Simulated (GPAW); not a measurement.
## MoS2: G0W0 with GPAW, start to end

How does a plane-wave GW calculation on MoS2 run from the first input to the gap?

Program: GPAW 26.7.0. Level of theory: PBE and many-body steps on it, plane waves. Results are calculated unless marked as measured.

The database entry behind the starting cell differs from later determinations by our own check (about 0.3 % long), so it need not match the best structure at ambient conditions.

## Step 1: Starting point

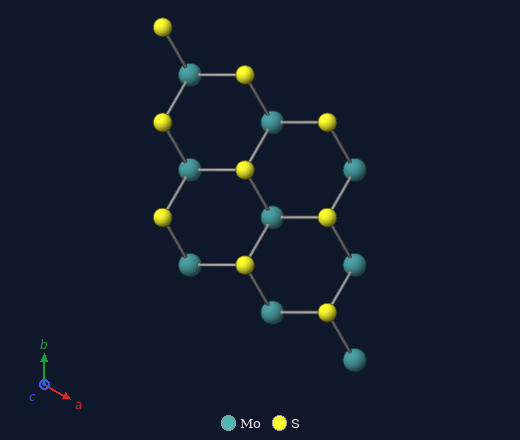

Start, viewed from above; molybdenum teal, sulfur yellow. 3×3×1 cells are drawn.

The cell holds 3 atoms: 1 Mo and 2 S. Its edges and angles: a = 3.169 Å, b = 3.169 Å, c = 14.100 Å, α = 90.0°, β = 90.0°, γ = 120.0°. It derives from MoS2. Vacuum lies along c.

## Step 2: Ground state

This step: GPAW 26.7.0; DFT, PBE, plane waves, PAW.

The ground-state density comes first.

Contents of run.py:

```python
import json
import numpy as np
from gpaw.mpi import world
from ase import Atoms
from gpaw import GPAW, PW, FermiDirac

atoms = Atoms(['Mo', 'S', 'S'],
    cell=[[3.1690000000, 0.0000000000, 0.0000000000],
      [-1.5845000000, 2.7444345046, 0.0000000000],
      [0.0000000000, 0.0000000000, 14.1000000000]],
    scaled_positions=[[0.6666666667, 0.3333333333, 0.5000000000],
      [0.3333333333, 0.6666666667, 0.3889965957],
      [0.3333333333, 0.6666666667, 0.6110034043]],
    pbc=(True, True, False))
calc = GPAW(mode=PW(450),
    xc='PBE',
    kpts={'size': (12, 12, 1), 'gamma': True},
    occupations=FermiDirac(0.001),
    nbands=-7,
    convergence={'density': 1e-6, 'bands': -3},
    maxiter=100,
    txt='gs.txt')
atoms.calc = calc
res = {'energy': atoms.get_potential_energy(), 'forces': atoms.get_forces(), 'stress': atoms.get_stress()}
kpts = calc.get_ibz_k_points()
res['kpts'] = kpts
res['eigenvalues'] = [calc.get_eigenvalues(kpt=k) for k in range(len(kpts))]
res['n_electrons'] = calc.get_number_of_electrons()
calc.write('gs.gpw')

if world.rank == 0:
    with open('result.json', 'w') as f:
        json.dump(res, f, default=lambda x: x.tolist())
```

The run is started by

```bash
$ mpirun -n 4 gpaw python run.py
```

Numbers of over 12 decimals in the logs are rounded to 6 here.

The log of the run:

```text
__  _  _
 | _ |_)|_||  |
 |__||  | ||/\| - 26.7.0

Input parameters:
  mode=PW(ecut=450.000000),
  convergence={'density': 1e-06, 'bands': -3},
  kpts=MonkhorstPack(size=(12, 12, 1), gamma=True),
  maxiter=100,
  nbands=-7,
  occupations=Occupations(name='fermi-dirac', width=0.001, fixmagmom=False),
  xc=XC(name='PBE')
  [... matrices ...]
Diagonalizing LCAO Hamiltonian
Converting LCAO to pw mode

        S

           Mo

        S

Atoms  # Å, Bohr magnetons
|   | symbol |         x |        y |        z |    initial magnetic moments |
| 0 |     Mo |  1.584500 | 0.914812 | 7.050000 | ( 0.0000,  0.0000,  0.0000) |
| 1 |      S | -0.000000 | 1.829623 | 5.484852 | ( 0.0000,  0.0000,  0.0000) |
| 2 |      S | -0.000000 | 1.829623 | 8.615148 | ( 0.0000,  0.0000,  0.0000) |

Unit cell  # Å
| periodic |         x |        y |         z |   lengths |     angles |
|      yes |  3.169000 | 0.000000 |  0.000000 |  3.169000 |  90.000000 |
|      yes | -1.584500 | 2.744435 |  0.000000 |  3.169000 |  90.000000 |
|       no |  0.000000 | 0.000000 | 14.100000 | 14.100000 | 120.000000 |

Number of symmetries: 12
Symmetry operations  # r_c * U_cc + t_c -> r_c
|    | kind |            matrix            |
|  0 |  σ   |  1, 1, 0,  0,-1, 0,  0, 0, 1 |
|  1 |  C2  |  1, 1, 0,  0,-1, 0,  0, 0,-1 |
|  2 |  E   |  1, 0, 0,  0, 1, 0,  0, 0, 1 |
|  3 |  σ   |  1, 0, 0,  0, 1, 0,  0, 0,-1 |
|  4 |  C3  |  0, 1, 0, -1,-1, 0,  0, 0, 1 |
|  5 |  S3  |  0, 1, 0, -1,-1, 0,  0, 0,-1 |
|  6 |  σ   |  0,-1, 0, -1, 0, 0,  0, 0, 1 |
|  7 |  C2  |  0,-1, 0, -1, 0, 0,  0, 0,-1 |
|  8 |  σ   | -1, 0, 0,  1, 1, 0,  0, 0, 1 |
|  9 |  C2  | -1, 0, 0,  1, 1, 0,  0, 0,-1 |
| 10 |  C3  | -1,-1, 0,  1, 0, 0,  0, 0, 1 |
| 11 |  S3  | -1,-1, 0,  1, 0, 0,  0, 0,-1 |

BZ-sampling:
  Number of BZ points: 144
  Number of IBZ points: 19

  Monkhorst-Pack size: [12, 12, 1]
  Monkhorst-Pack shift: [0.041667, 0.041667, 0.0]

K-points  # in reciprocal-cell coordinates
|     |                                coordinates |     weight |
|   0 | ( -0.00000000,  -0.00000000,   0.00000000) | 0.00694444 |
|   1 | (  0.08333333,  -0.00000000,   0.00000000) | 0.04166667 |
|   2 | (  0.16666667,  -0.08333333,   0.00000000) | 0.04166667 |
|   3 | (  0.16666667,  -0.00000000,   0.00000000) | 0.04166667 |
|   4 | (  0.25000000,  -0.08333333,   0.00000000) | 0.08333333 |
|   5 | (  0.25000000,  -0.00000000,   0.00000000) | 0.04166667 |
|   6 | (  0.33333333,  -0.16666667,   0.00000000) | 0.04166667 |
|   7 | (  0.33333333,  -0.08333333,   0.00000000) | 0.08333333 |
|   8 | (  0.33333333,  -0.00000000,   0.00000000) | 0.04166667 |
|   9 | (  0.33333333,   0.33333333,   0.00000000) | 0.01388889 |
| ... |                                            |            |
|  18 | (  0.50000000,   0.50000000,   0.00000000) | 0.02083333 |

Plane wave coefficients: 2701
Cutoff: 450.000000 eV

Spin-components: 1 (collinear spins)
Bands:           20
Projectors:      16
Spin-degeneracy: 2
Datatype:        complex128

  Storage: CPU
  Wave functions: 16_422_080 bytes (4_105_520 per core)
  Projectors: 18_885_392 bytes (4_721_348 per core)
  [... matrices ...]
Parallelization:
  kpt:    4
  domain: 1
  band:   1

Density:
  Valence electrons: 26.0
  Components: 1
  Grid points: [16 16 70]
  Charge: 0.0  # |e|

Potential:
  Grid points: [16 16 70]

species:
  Mo:
    name:    Molybdenum
    Z:       42.0
    valence: 14
    core:    28
    charge:  0.0  # [|e|]
    compensation charges:
      type: gauss
      rc: 0.38  # [Å]
      lmax: 2
    cutoffs:
      filter: 2.16  # [Å]
      core: 1.42  # [Å]
    projectors
    | kind |    occ | energy [eV] | rcut [Å] |
    |   4s |  2.000 |     -64.307 |    1.238 |
    |   5s |  1.000 |      -4.084 |    1.238 |
    |   4p |  6.000 |     -38.491 |    1.296 |
    |   5p |  0.000 |      -1.044 |    1.296 |
    |   4d |  5.000 |      -3.754 |    1.296 |
    |    d |        |      23.458 |    1.296 |

    Using partial waves for Mo as LCAO basis

  S:
    name:    Sulfur
    Z:       16.0
    valence: 6
    core:    10
    charge:  0.0  # [|e|]
    compensation charges:
      type: gauss
      rc: 0.24  # [Å]
      lmax: 2
    cutoffs:
      filter: 1.77  # [Å]
      core: 1.66  # [Å]
    projectors
    | kind |    occ | energy [eV] | rcut [Å] |
    |   3s |  2.000 |     -17.254 |    0.974 |
    |   3p |  4.000 |      -7.008 |    0.979 |
    |    s |        |       9.957 |    0.974 |
    |    p |        |      20.203 |    0.979 |
    |    d |        |       0.000 |    0.900 |

    Using partial waves for S as LCAO basis

Reference energy: -131849.312427  # eV

eigensolver:
  PPCG
  Converge bands: -3
  niter=2

density mixing:
  MSR1-Mixer
  Pratt-step length: 0.05
  Maximum mixing coefficient: 0.75
  Old densities: 10
  SVD Regularization: 0.005
  Good broyden scale: 1.0
  Trust region scale: 1.0
  Backstep threshold: 4.0
  History deletion threshold: 6.0
  Fourier metric: weight=20.0, sigma=0.015

occupation numbers:
  Fermi-Dirac:
    width: 0.0010  # eV

poisson solver:
  ecut: 3600.000000  # eV

xc functional:
  name: PBE with 2 nearest neighbor stencil

Initialization done in: 0.812 s

convergence criteria:
- Maximum integral of absolute [dens]ity change: 1e-06 electrons / valence electron
- Maximum [total energy] change in last 3 cyles: 0.0005 eV / valence electron
- Maximum integral of absolute [eigenst]ate change: 4e-08 eV^2 / valence electron
maximum number of iterations: 100

SCF iterations
|iter     |     time |      energy | eigst |  dens |
|iter:   1|  |  -23.751699 | +0.73 |       |
|iter:   2|  |  -23.210448 | -0.85 | -0.97 |
|iter:   3|  |  -22.117112 | -0.70 | -1.04 |
|iter:   4|  |  -22.098714 | -1.85 | -1.51 |
|iter:   5|  |  -22.099761 | -2.60 | -1.82 |
|iter:   6|  |  -22.099036c| -3.23 | -2.49 |
|iter:   7|  |  -22.098949c| -4.17 | -2.90 |
|iter:   8|  |  -22.098944c| -5.30 | -3.41 |
|iter:   9|  |  -22.098944c| -6.52 | -4.25 |
|iter:  10|  |  -22.098944c| -7.42c| -4.82 |
|iter:  11|  |  -22.098944c| -8.10c| -5.59 |
|iter:  12|  |  -22.098944c| -8.43c| -6.35c|

Converged in 12 steps
SCF loop duration: 3.877 s (0.323 s/step)
Energy contributions relative to reference atoms: (reference = -131849.312427)
  [... matrices ...]
Energy contributions:
  Kinetic:          -1.298675
  Coulomb:          -5.111522
  Zero:             -0.175869
  External:          0.000000
  Xc:              -15.512879
  Entropy:          -0.000000
  Spinorbit:         0.000000
  ----------------------------
  Free energy:     -22.098944
  Extrapolated:    -22.098944

dipole moment: (-0.584421, 0.337417, 0.000004)  # |e|*Ang

Fermi level: 1.546
Eigenvalues  # (at kpt = [-0.000, -0.000, 0.000])
| band index |      eig [eV] | occ [0-2] |
|          0 |       -60.975 |     2.000 |
|        ... |               |           |
|          5 |       -12.886 |     2.000 |
|          6 |        -5.669 |     2.000 |
|          7 |        -2.632 |     2.000 |
|          8 |        -2.632 |     2.000 |
|          9 |        -1.871 |     2.000 |
|         10 |        -1.519 |     2.000 |
|         11 |        -1.519 |     2.000 |
|         12 |        -0.106 |     2.000 |
|         13 |         2.726 |     0.000 |
[...]
|         18 |         5.893 |     0.000 |
|         19 |         6.270 |     0.000 |

Gap: 1.709 eV
Transition (v -> c):
  (s=0, k=9, n=12, [0.33, 0.33, 0.00]) -> (s=0, k=9, n=13, [0.33, 0.33, 0.00])
No difference between direct/indirect transitions
vacuum-level: 5.873  # V

Forces  # eV/Ang
|        x |        y |        z |
|  0.00000 | -0.00000 |  0.00000 |  # Mo   0
|  0.00000 | -0.00000 | -0.06095 |  # S    1
| -0.00000 | -0.00000 |  0.06095 |  # S    2

Force computation time: 0.040  # s

Stress tensor  # eV/Ang^3
|         x |         y |         z |
| -0.003442 |  0.000000 |  0.000000 |
| -0.000000 | -0.003442 |  0.000000 |
|  0.000000 |  0.000000 | -0.000762 |

Stress computation time: 0.334  # s

# Writing to gs.gpw (mode='')
  [... matrices ...]
```

It took 6.7 s on 4 MPI ranks of Arm Neoverse V2, shared host; peak memory 0.69 GiB; 26 s of CPU time.

Numbers from this step:

| Item | Value |
| --- | --- |
| total energy | -22.10 eV |
| gap | 1.709 eV |
| k of the valence top | 0.3333, 0.3333, 0 |
| k of the conduction bottom | 0.3333, 0.3333, 0 |
| least direct gap | 1.709 eV |

The gap is direct, at (0.333, 0.333, 0.000).

## Step 3: Bands along the symmetry lines

The cheap functional maps the bands first; the places of the edges decide which points the dearer methods must see.

Contents of run.py:

```python
import json
import numpy as np
from gpaw.mpi import world
from gpaw import GPAW

path = [[0.000000, 0.000000, 0.000000],
    [0.062500, 0.000000, 0.000000],
    [0.125000, 0.000000, 0.000000],
    [0.187500, 0.000000, 0.000000],
    [0.250000, 0.000000, 0.000000],
    [0.312500, 0.000000, 0.000000],
    [0.375000, 0.000000, 0.000000],
    [0.437500, 0.000000, 0.000000],
    [0.500000, 0.000000, 0.000000],
    [0.479167, 0.041667, 0.000000],
    [0.458333, 0.083333, 0.000000],
    [0.437500, 0.125000, 0.000000],
    [0.416667, 0.166667, 0.000000],
    [0.395833, 0.208333, 0.000000],
    [0.375000, 0.250000, 0.000000],
    [0.354167, 0.291667, 0.000000],
    [0.333333, 0.333333, 0.000000],
    [0.291667, 0.291667, 0.000000],
    [0.250000, 0.250000, 0.000000],
    [0.208333, 0.208333, 0.000000],
    [0.166667, 0.166667, 0.000000],
    [0.125000, 0.125000, 0.000000],
    [0.083333, 0.083333, 0.000000],
    [0.041667, 0.041667, 0.000000],
    [0.000000, 0.000000, 0.000000]]
calc = GPAW('gs.gpw').fixed_density(kpts=path,
    symmetry='off',
    nbands=23,
    convergence={'bands': 19},
    txt='bands.txt')
res = {}
kpts = calc.get_ibz_k_points()
res['kpts'] = kpts
res['eigenvalues'] = [calc.get_eigenvalues(kpt=k) for k in range(len(kpts))]
res['n_electrons'] = calc.get_number_of_electrons()

if world.rank == 0:
    with open('result.json', 'w') as f:
        json.dump(res, f, default=lambda x: x.tolist())
```

The run is started by

```bash
$ mpirun -n 4 gpaw python run.py
```

The log of the run:

```text
Diagonalizing LCAO Hamiltonian
Converting LCAO to pw mode
convergence criteria:
- Maximum integral of absolute [eigenst]ate change: 4e-08 eV^2 / valence electron
maximum number of iterations: 100

SCF iterations
|iter     |     time |      energy | eigst |  dens |
|iter:   1|  |             | +1.16 |       |
|iter:   2|  |             | +0.14 |       |
|iter:   3|  |             | -0.70 |       |
[...]
|iter:  10|  |             | -6.78 |       |
|iter:  11|  |             | -7.38 |       |
|iter:  12|  |             | -7.89c|       |
SCF steps: 12
  __  _  _
 | _ |_)|_||  |
 |__||  | ||/\| - 26.7.0

Input parameters:
  mode=PW(ecut=450.000000),
  convergence={'bands': 19},
  gpts=array([16, 16, 70]),
  kpts=KPoints(kpts=array([[0.      , 0.      , 0.      ],
         [0.0625  , 0.      , 0.      ],
         [0.125   , 0.      , 0.      ],
         [0.1875  , 0.      , 0.      ],
[...]
[0.479167, 0.041667, 0.      ],
         [0.458333, 0.083333, 0.      ],
[...]
[0.416667, 0.166667, 0.      ],
[...]
[0.25    , 0.25    , 0.      ],
[...]
[0.125   , 0.125   , 0.      ],
         [0.083333, 0.083333, 0.      ],
         [0.041667, 0.041667, 0.      ],
         [0.      , 0.      , 0.      ]])),
  maxiter=100,
  nbands=23,
  occupations=Occupations(name='fermi-dirac', width=0.001, fixmagmom=False),
  parallel={},
  symmetry=Symmetry(point_group=False, time_reversal=False),
  xc=XC(name='PBE')
  [... matrices ...]
timing:  # [seconds]
  Total: 0.031  # ━━━━━━━━━━━━━━━━━━━━━━━━━━━━━━━━━━━━━━━━━━━━━━━━━━━━━━━━━━━
```

The job ended after 7.2 s (4 MPI ranks; peak memory 0.75 GiB).

This step gave:

- gap: 1.709 eV
- k of the valence top: 0.3333, 0.3333, 0
- k of the conduction bottom: 0.3333, 0.3333, 0
- least direct gap: 1.709 eV

The gap is 1.709 eV, as in the run before at this level.

The electronic bands at the labelled points (eV, zero at the top of the highest filled band):

| point | band 10 | band 11 | band 12 | band 13 | band 14 | band 15 | band 16 | band 17 |
| --- | --- | --- | --- | --- | --- | --- | --- | --- |
| Γ | -1.80 | -1.44 | -1.44 | -0.03 | 2.80 | 2.80 | 3.04 | 3.04 |
| M | -3.11 | -1.87 | -0.93 | -0.62 | 2.27 | 2.78 | 3.88 | 4.33 |
| K | -3.53 | -2.88 | -2.14 | 0.00 | 1.71 | 3.05 | 3.56 | 4.90 |
| Γ | -1.80 | -1.44 | -1.44 | -0.03 | 2.80 | 2.80 | 3.04 | 3.04 |

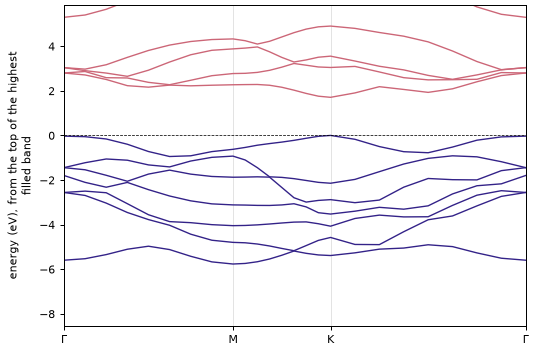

Electronic bands along the path; lines of filled and empty bands in two colours.

## Step 4: Empty states on the mesh, 12×12×1 mesh, 209 bands

The sums over transitions need many empty states on a uniform mesh; this step solves for them.

Contents of run.py:

```python
import json
import numpy as np
from gpaw.mpi import world
from gpaw import GPAW

calc = GPAW('gs.gpw').fixed_density(kpts={'size': (12, 12, 1), 'gamma': True},
    parallel={'domain': 1, 'band': 1},
    txt='nscf.txt')
calc.diagonalize_full_hamiltonian(nbands=209)
calc.write('full.gpw', mode='all')
res = {}
kpts = calc.get_ibz_k_points()
res['kpts'] = kpts
res['eigenvalues'] = [calc.get_eigenvalues(kpt=k) for k in range(len(kpts))]
res['n_electrons'] = calc.get_number_of_electrons()

if world.rank == 0:
    with open('result.json', 'w') as f:
        json.dump(res, f, default=lambda x: x.tolist())
```

The run is started by

```bash
$ mpirun -n 4 gpaw python run.py
```

The log of the run:

```text
Diagonalizing LCAO Hamiltonian
Converting LCAO to pw mode
convergence criteria:
- Maximum integral of absolute [eigenst]ate change: 4e-08 eV^2 / valence electron
maximum number of iterations: 100

SCF iterations
|iter     |     time |      energy | eigst |  dens |
|iter:   1|  |             | +0.60 |       |
|iter:   2|  |             | -0.80 |       |
|iter:   3|  |             | -1.88 |       |
[...]
|iter:  10|  |             | -6.77 |       |
|iter:  11|  |             | -7.36 |       |
|iter:  12|  |             | -7.97c|       |
SCF steps: 12
  __  _  _
 | _ |_)|_||  |
 |__||  | ||/\| - 26.7.0

Input parameters:
  mode=PW(ecut=450.000000),
  convergence={'density': 1e-06, 'bands': -3},
  gpts=array([16, 16, 70]),
  kpts=MonkhorstPack(size=(12, 12, 1), gamma=True),
  maxiter=100,
  nbands=20,
  occupations=Occupations(name='fermi-dirac', width=0.001, fixmagmom=False),
  parallel={'domain': 1, 'band': 1},
  xc=XC(name='PBE')
Matrix size: 2701x2701
# Writing to full.gpw (mode='all')
  [... matrices ...]

timing:  # [seconds]
  Total: 74.947  # ━━━━━━━━━━━━━━━━━━━━━━━━━━━━━━━━━━━━━━━━━━━━━━━━━━━━━━━━━━
```

Run time: 81 s. Hardware: 4 MPI ranks; peak memory 3.1 GiB.

Numbers from this step:

```yaml
gap: 1.709 eV
k_of_the_valence_top: 0.3333, 0.3333, 0
k_of_the_conduction_bottom: 0.3333, 0.3333, 0
least_direct_gap: 1.709 eV
k_points_computed: 19
lowest_point_of_the_top_converged_band_above_the_valence_top: 76.2678 eV
```

On this mesh the gap is 1.709 eV.

(Part 1 of 2 ends here.)

[Paths, hosts, dates, memory and timing lines, banners, echoed tables and standing remarks are left out of the program output.]

[Logs are printed without paths, hosts, clocks, repeated set-up lines and the standing remarks that a program may print on its own settings, such as how far it seeks lower states.]

[Runs of the session that timed out or met a known fault of the program may be left out.]

[Hosts, paths, dates, database ids (printed as entryN), source tags and the programs' standing remarks are cut or masked in the printed files.]
